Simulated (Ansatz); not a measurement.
# From Hf to Ti

System: Hf (Im-3m, 1 atom in the cell).
Method of the first run: DFT PBE, scalar-relativistic, plane waves, PAW, no spin polarisation (Ansatz 0.2.0).
System of the second run: Ti (1 atom in the cell).

On the first run: The structure was made by swapping elements on the sites of another compound; it need not be a known phase. On the second run: The structure derives from an entry of the Crystallography Open Database. Text and figures count atoms from 1; the logs count them from 0 in places.

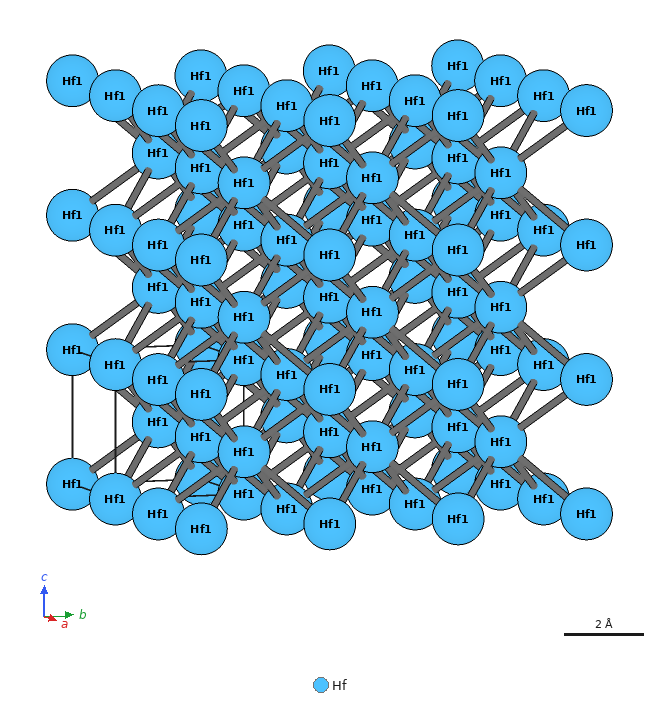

Fig. 1: The input geometry (ball-and-stick view of the cell 2 times as large as that of the calculation, set on its symmetry axes, repeated 3 × 3 × 3, seen slightly off an axis; atoms are numbered from 1 in the order of the input). Near neighbours in the crystal (not all of them lie inside the picture): Hf has 8 Hf at 3.00 Å.

**Input file, the first run**
```yaml
crystal:
  lattice:
    - [-1.7325072278, 1.7325072278, 1.7325072278]
    - [1.7325072278, -1.7325072278, 1.7325072278]
    - [1.7325072278, 1.7325072278, -1.7325072278]
  atoms:
    - { symbol: Hf, position: [0.0, 0.0, 0.0] }
basis:
  ecutwfc: 420
kpoints:
  mp_grid: { grid: [18, 18, 18] }
hamiltonian:
  xc: pbe
scf:
  occupations: { method: gaussian, width: 0.1 }
output:
  forces: true
  stress: true
  eigenvalues: true
relax:
  adjacent_minimum: "off"
  f_tol: 0.01
  max_steps: 60
  cell: { stress_tol: 0.1 }
```

Command:
```bash
ansatz run input.yaml --threads 1 --pin off --max-ram 2560MiB --backend cpu --events-out ev --progress --plain --runs-dir out
```

Hardware: 1 thread of Arm Neoverse V2, 24 GiB of memory available, shared host.

**Output, shortened to warnings, some set-up lines, iterations and results (the first run)**
```
Basis set: ecut = 420 eV, 381 PW (Γ), exchange–correlation on 48×48×48 points (8 copies of the dense FFT grid, shifted against one another)
Symmetry: 48 space group operations
k-points: 195 of 5832
Initial density: superposition of atomic densities (neutral atoms: chi_scale 0, normalization atom), corrected by the library's trained network
[...]
SCF iter   1: F=—  HF=-15721.153323 eV  |F-HF|=—  |Δ(HF+E_count)|=         —  Δρ=2.94e-3  dr2=7.75e-4  ethr=1.77e-3  ⟨swp⟩=5.3  Hψ=14496  notcnv=0
SCF iter   2: F=—  HF=-15721.152859 eV  |F-HF|=—  |Δ(HF+E_count)|=   4.63e-4  Δρ=1.63e-3  dr2=2.55e-4  ethr=2.98e-6  ⟨swp⟩=2.5  Hψ=7255  notcnv=0
SCF iter   3: F=—  HF=-15721.152787 eV  |F-HF|=—  |Δ(HF+E_count)|=   7.23e-5  Δρ=4.02e-4  dr2=2.12e-5  ethr=9.83e-7  ⟨swp⟩=2.1  Hψ=4916  notcnv=0
SCF iter   4: F=—  HF=-15721.152761 eV  |F-HF|=—  |Δ(HF+E_count)|=   2.55e-5  Δρ=1.82e-4  dr2=4.69e-6  ethr=8.17e-8  ⟨swp⟩=2.1  Hψ=5828  notcnv=0
SCF iter   5: F=—  HF=-15721.152764 eV  |F-HF|=—  |Δ(HF+E_count)|=   2.26e-6  Δρ=4.94e-5  dr2=3.35e-7  ethr=1.80e-8  ⟨swp⟩=2.0  Hψ=5501  notcnv=0
[... 28 lines ...]
SCF iter   4: F=—  HF=-15721.187085 eV  |F-HF|=—  |Δ(HF+E_count)|=   1.26e-8  Δρ=3.08e-6  dr2=1.44e-9  ethr=3.47e-10  ⟨swp⟩=2.3  Hψ=4954  notcnv=0
SCF iter   5: F=—  HF=-15721.187085 eV  |F-HF|=—  |Δ(HF+E_count)|=  6.40e-10  Δρ=9.52e-7  dr2=1.00e-10  ethr=5.53e-12  ⟨swp⟩=2.0  Hψ=5887  notcnv=0
SCF iter   6: F=-15721.187085 eV  HF=-15721.187085 eV  |F-HF|=1.82e-12  |Δ(HF+E_count)|=  5.82e-11  Δρ=1.85e-7  dr2=2.83e-12  ethr=1.00e-12  ⟨swp⟩=5.2  Hψ=13689  notcnv=0
SCF 5 converged in 6 iterations: F = -15721.187085 eV  dr2 = 2.83e-12
relax step   5: F+E_penalty+E_count = -15721.18708499 eV  Δ(F+E_penalty+E_count) = -3.410e-4 eV  max|allowed force component| = 0.000e0 eV/Å  Δτ_max = 0.0000 Å  P = -0.007 …
basis re-selected at this cell: Δ(F+E_penalty+E_count) = -3.410e-4 eV, ΔP = -0.001 GPa vs the last step (what re-selecting the basis moved, of the pressure what is left beyond the Pulay correction that the steps carried, after the strain that the cell walked since its last selection, with what the …
SCF converged after 6 iterations
Free energy (F): -15721.187085 eV
Harris-Foulkes:  -15721.187085 eV  (|F-HF|=1.82e-12)
Internal energy: -15721.177727 eV  (E = F + TS)
E sigma→0 (E₀):  -15721.182406 eV
Entropy (-TS):   -0.009358 eV (-9.358 meV/atom)
Fermi energy:    19.639293 eV
--- Per-component energies (eV) ---
  E_band       = 39.104873
  E_kinetic    = 424.723595
  E_local      = -5059.774581  (includes V_loc(G=0)·N_el)
  E_nonlocal   = -1244.437908
  E_hartree    = 2381.346438
  E_xc         = -300.131093
  E_vxc        = -266.252727  (∫ρ·V_xc dr)
  E_paw        = -6927.713297  (= ΣΔE_a)
  E_vpaw       = 1422.153526  (= ΣTr[D̂ρ^β])
  E_aug_tail   = -0.000001  (compensation charges beyond the density's cutoff)
  E_ewald      = -4995.190880
  E_smearing   = -0.009358  (= −TS)
  E_closure    = 0.000000  (closes the sum)
  Σ components = -15721.187085   (vs F -15721.187085, Δ=0.00e0)
--- Forces (eV/Å), atoms counted from 1 ---
  atom   1  Hf     0.00000000    -0.00000000    -0.00000000
  max |Σ_I F_I| component: 2.10e-30 eV/Å
--- Stress (GPa, compression-positive) ---
       -0.007352       0.000000      -0.000000
       -0.000000      -0.007352      -0.000000
       -0.000000      -0.000000      -0.007352
  P = ⅓ Tr σ = -0.0074 GPa (-0.074 kbar)
--- Relaxed structure (4 steps of the walk, 3 accepted, 1 SCFs on fresh bases) ---
  F+E_penalty+E_count = -15721.18708499 eV   max|allowed force component| = 0.000e0 eV/Å   (the final SCF, on the basis selected at the relaxed cell)
  cell:  # Å, volume = 22.2920 Å³
    - [-1.7729493614156187, 1.7729493614156187, 1.7729493614156187]
    - [1.7729493614156187, -1.7729493614156187, 1.7729493614156187]
    - [1.7729493614156187, 1.7729493614156187, -1.7729493614156187]
  atoms:
    - { symbol: Hf, position: [0.0, 0.0, 0.0] }
```

For the second run the input was changed thus:
```diff
-    - [-1.7325072278, 1.7325072278, 1.7325072278]
-    - [1.7325072278, -1.7325072278, 1.7325072278]
-    - [1.7325072278, 1.7325072278, -1.7325072278]
+    - [-1.641, 1.641, 1.641]
+    - [1.641, -1.641, 1.641]
+    - [1.641, 1.641, -1.641]
-    - { symbol: Hf, position: [0.0, 0.0, 0.0] }
+    - { symbol: Ti, position: [0.0, 0.0, 0.0] }
+  write_density: true
+  write_potential: true
+  elf: true
+  volumetric_format: npy
-  f_tol: 0.01
-  max_steps: 60
-  cell: { stress_tol: 0.1 }
+  f_tol: 0.005
+  max_steps: 80
+  cell: { stress_tol: 0.05 }
```

Predict how the results change.

The total energies belong to different systems, so their difference says nothing on which is more stable or more accurate. The volume per atom goes from 22.29 to 17.25 Å³. The SCF takes 21 iterations over all geometry steps against 28. On the same kind of shared host the second run took about 0.47 times as long.

**Output, shortened to warnings, some set-up lines, iterations and results (the second run)**
```
Basis set: ecut = 420 eV, 369 PW (Γ), exchange–correlation on 40×40×40 points (8 copies of the dense FFT grid, shifted against one another)
Symmetry: 48 space group operations
k-points: 195 of 5832
Initial density: superposition of atomic densities (neutral atoms: chi_scale 0, normalization atom), corrected by the library's trained network
[...]
SCF iter   1: F=—  HF=-2499.558454 eV  |F-HF|=—  |Δ(HF+E_count)|=         —  Δρ=2.16e-3  dr2=7.41e-4  ethr=1.77e-3  ⟨swp⟩=4.4  Hψ=10344  notcnv=0
SCF iter   2: F=—  HF=-2499.558213 eV  |F-HF|=—  |Δ(HF+E_count)|=   2.41e-4  Δρ=1.17e-3  dr2=1.17e-4  ethr=6.17e-6  ⟨swp⟩=2.0  Hψ=4456  notcnv=0
SCF iter   3: F=—  HF=-2499.558198 eV  |F-HF|=—  |Δ(HF+E_count)|=   1.54e-5  Δρ=4.92e-4  dr2=1.14e-5  ethr=9.78e-7  ⟨swp⟩=2.5  Hψ=3075  notcnv=0
SCF iter   4: F=—  HF=-2499.558219 eV  |F-HF|=—  |Δ(HF+E_count)|=   2.11e-5  Δρ=8.18e-5  dr2=4.97e-7  ethr=9.53e-8  ⟨swp⟩=2.3  Hψ=2548  notcnv=0
SCF iter   5: F=-2499.558219 eV  HF=-2499.558219 eV  |F-HF|=5.00e-9  |Δ(HF+E_count)|=   4.99e-7  Δρ=7.66e-6  dr2=9.39e-9  ethr=4.14e-9  ⟨swp⟩=2.0  Hψ=2340  notcnv=0
[... 21 lines ...]
SCF iter   3: F=—  HF=-2499.561570 eV  |F-HF|=—  |Δ(HF+E_count)|=  2.87e-10  Δρ=6.21e-6  dr2=1.14e-9  ethr=8.03e-11  ⟨swp⟩=1.8  Hψ=2277  notcnv=0
SCF iter   4: F=—  HF=-2499.561570 eV  |F-HF|=—  |Δ(HF+E_count)|=  5.49e-10  Δρ=1.08e-6  dr2=5.84e-11  ethr=9.52e-12  ⟨swp⟩=2.0  Hψ=3090  notcnv=0
SCF iter   5: F=-2499.561570 eV  HF=-2499.561570 eV  |F-HF|=1.82e-12  |Δ(HF+E_count)|=  6.32e-11  Δρ=1.02e-7  dr2=1.93e-12  ethr=1.00e-12  ⟨swp⟩=4.7  Hψ=6551  notcnv=0
SCF 5 converged in 5 iterations: F = -2499.561570 eV  dr2 = 1.93e-12
relax step   5: F+E_penalty+E_count = -2499.56156965 eV  Δ(F+E_penalty+E_count) = +4.330e-5 eV  max|allowed force component| = 0.000e0 eV/Å  Δτ_max = 0.0000 Å  P = +0.006 GPa …
basis re-selected at this cell: Δ(F+E_penalty+E_count) = +4.330e-5 eV, ΔP = +0.006 GPa vs the last step (what re-selecting the basis moved, of the pressure what is left beyond the Pulay correction that the steps carried, after the strain that the cell walked since its last selection, with what the …
SCF converged after 5 iterations
Free energy (F): -2499.561570 eV
Harris-Foulkes:  -2499.561570 eV  (|F-HF|=1.82e-12)
Internal energy: -2499.550452 eV  (E = F + TS)
E sigma→0 (E₀):  -2499.556011 eV
Entropy (-TS):   -0.011118 eV (-11.118 meV/atom)
Fermi energy:    13.231976 eV
--- Per-component energies (eV) ---
  E_band       = -155.352693
  E_kinetic    = 272.814036
  E_local      = -809.657720  (includes V_loc(G=0)·N_el)
  E_nonlocal   = 8.411198
  E_hartree    = 333.128337
  E_xc         = -97.470621
  E_vxc        = -121.946419  (∫ρ·V_xc dr)
  E_paw        = -1047.796247  (= ΣΔE_a)
  E_vpaw       = -171.230630  (= ΣTr[D̂ρ^β])
  E_aug_tail   = 0.000120  (compensation charges beyond the density's cutoff)
  E_ewald      = -1158.979555
  E_smearing   = -0.011118  (= −TS)
  E_closure    = -0.000000  (closes the sum)
  Σ components = -2499.561570   (vs F -2499.561570, Δ=0.00e0)
--- Forces (eV/Å), atoms counted from 1 ---
  atom   1  Ti    -0.00000000     0.00000000     0.00000000
  max |Σ_I F_I| component: 2.36e-32 eV/Å
--- Stress (GPa, compression-positive) ---
        0.006148      -0.000000       0.000000
        0.000000       0.006148      -0.000000
        0.000000      -0.000000       0.006148
  P = ⅓ Tr σ = 0.0061 GPa (0.061 kbar)
--- Relaxed structure (4 steps of the walk, 4 accepted, 1 SCFs on fresh bases) ---
  F+E_penalty+E_count = -2499.56156965 eV   max|allowed force component| = 0.000e0 eV/Å   (the final SCF, on the basis selected at the relaxed cell)
  cell:  # Å, volume = 17.2514 Å³
    - [-1.6277527633284723, 1.6277527633284723, 1.6277527633284723]
    - [1.6277527633284723, -1.6277527633284723, 1.6277527633284723]
    - [1.6277527633284723, 1.6277527633284723, -1.6277527633284723]
  atoms:
    - { symbol: Ti, position: [0.0, 0.0, 0.0] }
```

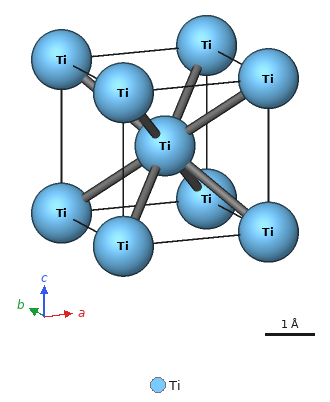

Fig. 2: The input structure of the second run (ball-and-stick view of the cell 2 times as large as that of the calculation, set on its symmetry axes, seen slightly off an axis).

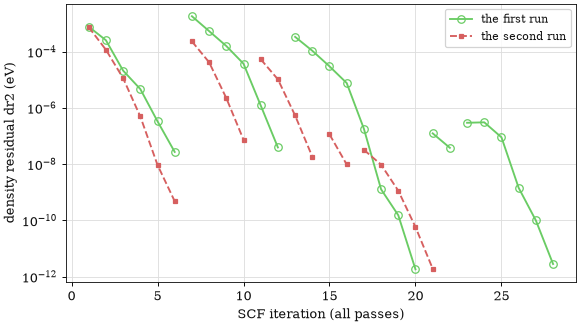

Fig. 3: Convergence of the two runs: density residual dr2 against the SCF iteration. A break in a curve parts two SCF passes. The first run takes 28 iterations in all, and the second run takes 21.

**The two runs side by side**

| quantity | the first run | the second run |
| --- | --- | --- |
| outcome | converged | converged |
| free energy per atom (eV) | −15721.1871 | −2499.5616 |
| energy per atom, smearing taken to zero (eV) | −15721.1824 | −2499.5560 |
| gap on the mesh (eV) | 0.00 | 0.00 |
| pressure (GPa) | −0.01 | 0.01 |
| volume per atom (Å³) | 22.29 | 17.25 |
| largest force (eV/Å) | 0.000 | 0.000 |
| SCF iterations | 28 | 21 |
| irreducible k-points | 195 | 195 |
| wall time (shared host) | 18 s | 8.5 s |

For the first run: Spin–orbit coupling is left out, which matters for Hf.
